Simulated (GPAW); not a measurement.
# Work function of 2H-TaSTe monolayer at several levels, part 2 of 2

How far do functional and basis move the work function of 2H-TaSTe monolayer?

GPAW 26.7.0; GPAW, PAW setups; layer in a repeated cell with vacuum, relaxation of atoms and in-plane cell (the session's first sound run).

So far, upper work function (eV): step 3 (the slab's potential, PBE, GPAW) 5.44; step 5 (LDA) 5.68; step 6 (revPBE) 5.35; step 7 (RPBE) 5.35; step 8 (GPAW, PAW setups) 5.64.

## (9) Real-space grid: mode = "fd"

Level of this step: GPAW, PAW setups; slab in vacuum (GPAW).

A real-space grid is a second complete basis, so it checks the plane-wave result.

run.py reads:

```python
import json
import numpy as np
from ase import Atoms
from gpaw import GPAW

slab = Atoms(
    ['Te', 'Ta', 'S'],
    positions=[
        [0.00000, 2.03407, 9.00000],
        [-0.00000, 0.00000, 10.94632],
        [0.00000, 2.03407, 12.36513]],
    cell=[[3.52312, 0.0, 0.0], [-1.76156, 3.05111, 0.0], [0.0, 0.0, 21.3651]],
    pbc=[True, True, False])

slab.calc = GPAW(mode='fd', h=0.18, xc='PBE', kpts={'size': (9, 9, 1), 'gamma': True},
                 occupations={'name': 'fermi-dirac', 'width': 0.05}, nbands='160%',
                 convergence={'density': 1e-05}, maxiter=200,
                 poissonsolver={'dipolelayer': 'xy'},
                 symmetry={'tolerance': 1e-3}, txt='slab.txt')
result = {}
energy = slab.get_potential_energy()
fermi = slab.calc.get_fermi_level()
v = slab.calc.get_electrostatic_potential().mean((0, 1)) - fermi
n = slab.calc.get_pseudo_density().mean((0, 1))
L = slab.cell[2, 2]
z = np.arange(len(v)) * L / len(v)
low, high = slab.positions[:, 2].min(), slab.positions[:, 2].max()
below, above = np.interp([low - 6.8, high + 6.8], z, v)
slopes = [np.interp(x, z, np.gradient(v, z)) for x in (low - 6.8, high + 6.8)]
eps = np.array([[slab.calc.get_eigenvalues(k, s) for k in range(len(slab.calc.get_ibz_k_points()))]
                for s in range(slab.calc.get_number_of_spins())]) - fermi
top, bottom = eps[eps < 0].max(), eps[eps > 0].min()
dipole = slab.get_dipole_moment()[2]
print(f'energy {energy:.4f} eV, Fermi level {fermi:.4f} eV, dipole {dipole:.5f} e A')
print(f'potential 6.8 A off the faces, from the Fermi level: lower {below:.4f} eV, upper {above:.4f} eV')
print(f'slope of the potential there: lower {slopes[0]:.5f}, upper {slopes[1]:.5f} eV/A')
print(f'nearest levels on the mesh: {top:.4f} and {bottom:.4f} eV')
print('magnetic moment', round(slab.get_magnetic_moment(), 3))
result.update(energy=energy, fermi=fermi, dipole=dipole, below=below, above=above, slopes=slopes, edges=[top, bottom],
              z=z.tolist(), v=v.tolist(), n=n.tolist(), positions=slab.positions.tolist(),
              forces=slab.get_forces(apply_constraint=False).tolist(), moments=slab.get_magnetic_moments().tolist())
json.dump(result, open('result.json', 'w'))
```

On the command line:

```
> OMP_NUM_THREADS=1 OPENBLAS_NUM_THREADS=1 python run.py
```

Output:

```text
energy -19.1343 eV, Fermi level -5.1393 eV, dipole -0.03544 e A
potential 6.8 A off the faces, from the Fermi level: lower 4.8410 eV, upper 5.4376 eV
slope of the potential there: lower -0.00000, upper 0.00000 eV/A
nearest levels on the mesh: -0.0168 and 0.1045 eV
magnetic moment 0.0
```

Elapsed: 59 s, on 1 thread of Arm Neoverse V1, shared host; peak memory 0.4 GiB.

This step gave:

| Item | Value |
| --- | --- |
| dipole along the normal | -0.03544 e·Å |
| levels nearest the Fermi level on the mesh | -0.01675, 0.1045 eV from the Fermi level |
| upper work function | 5.438 eV |
| lower work function | 4.841 eV |

Electrostatic potential energy of an electron (without an applied field's), less the Fermi level, planar mean against z:

```csv
z (Å),"electrostatic potential energy of an electron (without an applied field's), less the Fermi level, planar mean (eV)"
0,5.14
2,4.84
4,4.84
6,4.83
8,0.877
10,-3.56
12,-9.52
14,5.20
16,5.44
18,5.44
20,5.44
```

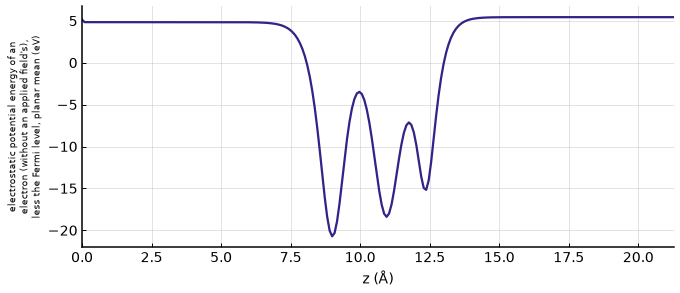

Electrostatic potential energy of an electron (without an applied field's), less the Fermi level, planar mean against z.

The upper face's work function is 5.438 eV, against 5.437 eV in the first plane-wave PBE run at this geometry.

## (10) Atomic orbitals: mode = "lcao"

Atom-centred orbitals end a few angstrom from the surface, which tests how much the density's tail matters.

run.py: that of step 9 with these lines changed.

```diff
@@ -14,4 +14,4 @@
 
-slab.calc = GPAW(mode='fd', h=0.18, xc='PBE', kpts={'size': (9, 9, 1), 'gamma': True},
-                 occupations={'name': 'fermi-dirac', 'width': 0.05}, nbands='160%',
+slab.calc = GPAW(mode='lcao', basis='dzp', h=0.18, xc='PBE', kpts={'size': (9, 9, 1), 'gamma': True},
+                 occupations={'name': 'fermi-dirac', 'width': 0.05}, nbands='120%',
                  convergence={'density': 1e-05}, maxiter=200,
```

Output:

```text
energy -18.2522 eV, Fermi level -5.0885 eV, dipole -0.04488 e A
potential 6.8 A off the faces, from the Fermi level: lower 4.7108 eV, upper 5.4663 eV
slope of the potential there: lower 0.00000, upper 0.00000 eV/A
nearest levels on the mesh: -0.0134 and 0.1081 eV
magnetic moment 0.0
```

Elapsed: 48 s, on 1 thread; peak memory 0.28 GiB.

This step gave:

```yaml
dipole_along_the_normal: -0.04488 e·Å
levels_nearest_the_fermi_level_on_the_mesh: -0.01342, 0.1081 eV from the Fermi level
upper_work_function: 5.466 eV
lower_work_function: 4.711 eV
```

The upper face's work function is 5.466 eV, against 5.437 eV in the first plane-wave PBE run at this geometry.

## (11) Cost and result by level

Times are for 1 thread of Arm Neoverse V1, shared host. The runs compared:

```csv
no.,run,upper work function (eV),lower work function (eV),time,memory (GiB)
1,pw,5.437,4.838,31 s,0.22
2,vdW DF2,5.753,5.129,42 s,0.39
3,LDA,5.676,5.133,29 s,0.2
4,revPBE,5.345,4.729,31 s,0.22
5,RPBE,5.346,4.721,31 s,0.21
6,optPBE vdW,5.643,5.036,44 s,0.39
7,fd,5.438,4.841,59 s,0.4
8,lcao,5.466,4.711,48 s,0.28
```

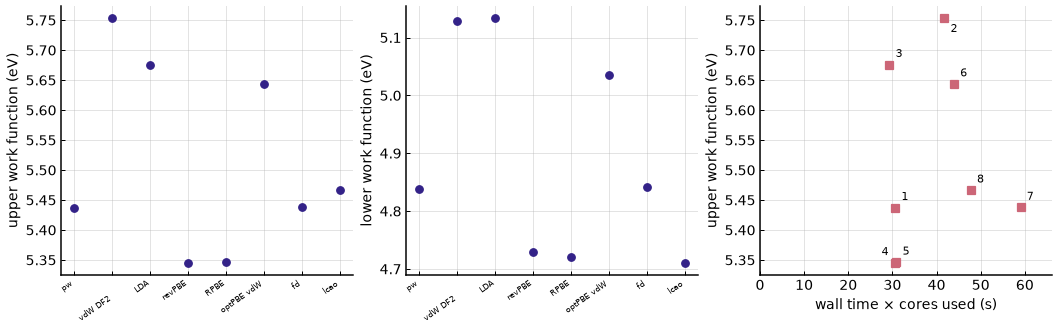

The series as plots; the last panel sets the first result against cost, with the runs numbered as in the table.

## (12) Side by side

Results and costs are gathered.

This step: comparison of work functions, dipole and cost (GPAW 26.7.0).

Ladder, by row:

```csv
step,code,"work function, upper (eV)","work function, lower (eV)",dipole (e Å),wall time (s),peak memory (GiB),threads
pw,GPAW,5.437,4.838,-0.0359,30.63,0.22,1
vdW-DF2,GPAW,5.753,5.129,-0.03738,41.75,0.39,1
LDA,GPAW,5.676,5.133,-0.03254,29.3,0.2,1
revPBE,GPAW,5.345,4.729,-0.0369,30.55,0.22,1
RPBE,GPAW,5.346,4.721,-0.03743,30.9,0.21,1
optPBE-vdW,GPAW,5.643,5.036,-0.03642,43.94,0.39,1
fd,GPAW,5.438,4.841,-0.03544,59.02,0.4,1
lcao,GPAW,5.466,4.711,-0.04488,47.75,0.28,1
```

## (13) A changed run

One more run, with changed settings.

This step: GPAW, PAW setups; slab in vacuum (GPAW 26.7.0).

run.py: that of step 10 with these lines changed.

```diff
@@ -3,3 +3,3 @@
 from ase import Atoms
-from gpaw import GPAW
+from gpaw import GPAW, PW
 
@@ -14,5 +14,5 @@
 
-slab.calc = GPAW(mode='lcao', basis='dzp', h=0.18, xc='PBE', kpts={'size': (9, 9, 1), 'gamma': True},
-                 occupations={'name': 'fermi-dirac', 'width': 0.05}, nbands='120%',
-                 convergence={'density': 1e-05}, maxiter=200,
+slab.calc = GPAW(mode=PW(400), xc='PBE', kpts={'size': (9, 9, 1), 'gamma': True},
+                 occupations={'name': 'fermi-dirac', 'width': 0.05}, nbands='80%',
+                 convergence={'density': 1e-05}, maxiter=75,
                  poissonsolver={'dipolelayer': 'xy'},
```

Output:

```text
ValueError: Too few bands!  Electrons: 25.0, bands: 80%
```

Run time: 0.91 s. Hardware: 1 thread; peak memory 0.12 GiB.

The input was rejected at the start.

The program's message: “ValueError: Too few bands! Electrons: 25.0, bands: 80%”

The change that led to it: nbands = "80 % of the filled bands".

## (14) Results

- work function, upper and lower face: 5.437 and 4.838 eV
- dipole along the normal: -0.0359 e Å

In words: With plane waves and PBE the work function is 5.44 eV on the upper face and 4.84 eV on the lower. The two faces differ by 0.60 eV, the step that the slab's dipole makes (e p/(ε0 A) gives 0.60 eV), so the dipole layer is needed. Over the sound runs of the table the upper face's work function spans 5.345 (revPBE) to 5.753 eV (vdW-DF2). The starting lattice was a guess from atomic radii; the relaxation moved it by -4 %. The relaxation of atoms and cell ran in a fully periodic cell without the dipole layer, so the atoms of this polar layer felt a small spurious field. The cell holds an odd number of electrons, so without spin polarisation it must come out metallic and without a moment, whatever its true state. The layer's cell and atoms come from the relaxation; spin-orbit coupling and temperature are left out.

[Logs are printed without paths, hosts, clocks, repeated set-up lines and the standing remarks that a program may print on its own settings, such as how far it seeks lower states.]

[Hosts, paths, dates, database ids (printed as entryN), source tags and the programs' standing remarks are cut or masked in the printed files.]
